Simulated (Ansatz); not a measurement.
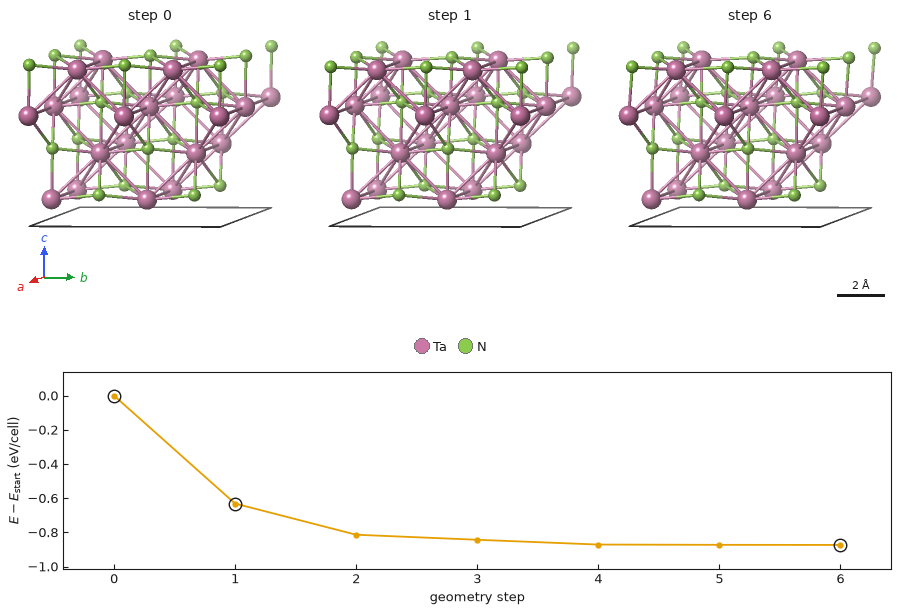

Frames of a constrained relaxation of a slab of composition TaN (cut from the P-6m2 phase), marked on the history of the run. The picture is a ball-and-stick view of the cell of the calculation, outlined in the plane, without the vacuum (origin shifted), seen slightly off an axis.

Case: clean slab, lower planes held. The slab is the (1 0 1) face of TaN. 16 atoms are held fixed.

These are results of DFT PBE, scalar-relativistic, plane waves, PAW in Ansatz 0.2.0, not measurements. Settings: plane-wave cutoff 420 eV; k-point mesh 4 × 3 × 1; occupations gaussian; smearing width 0.1 eV; no spin polarisation; dipole correction; atoms relaxed in a fixed cell; force threshold 0.03 eV/Å; at most 70 steps.

Q: Describe the path.

A: After 6 geometry steps the energy has fallen by 0.873 eV per cell of the calculation. Largest force component: 1.5 eV/Å at the start, 0.0044 eV/Å at the end. The largest moves, 0.16 Å, are those of N atoms. By element the largest moves are N 0.16 Å, Ta 0.06 Å. The cell stays as it was. Among the contacts that change: N–Ta 2.236 → 2.423 Å, N–Ta 2.236 → 2.089 Å, N–Ta 2.236 → 2.153 Å, Ta–Ta 2.950 → 2.889 Å. Among the angles between lasting bonds that change: Ta–N–Ta 82.5° → 89.9°, Ta–N–Ta 82.5° → 85.8°, Ta–N–Ta 135.2° → 132.7°. Cost: 5.4 min on 4 threads of Arm Neoverse V2, on a shared host, peak memory 3.5 GiB. From step 0 to 1: N atoms move most (0.10 Å), energy −0.631 eV per cell of the calculation. From step 1 to 6: N atoms move most (0.07 Å), energy −0.242 eV per cell of the calculation.

```json
{"step": "0", "E − E(0), meV/atom": "0.00", "largest force component, eV/Å": "1.5260"}
{"step": "1", "E − E(0), meV/atom": "-19.73", "largest force component, eV/Å": "0.9351"}
{"step": "2", "E − E(0), meV/atom": "-25.43", "largest force component, eV/Å": "0.4609"}
{"step": "3", "E − E(0), meV/atom": "-26.35", "largest force component, eV/Å": "0.4376"}
{"step": "4", "E − E(0), meV/atom": "-27.23", "largest force component, eV/Å": "0.0805"}
{"step": "5", "E − E(0), meV/atom": "-27.28", "largest force component, eV/Å": "0.0525"}
{"step": "6", "E − E(0), meV/atom": "-27.30", "largest force component, eV/Å": "0.0044"}
```
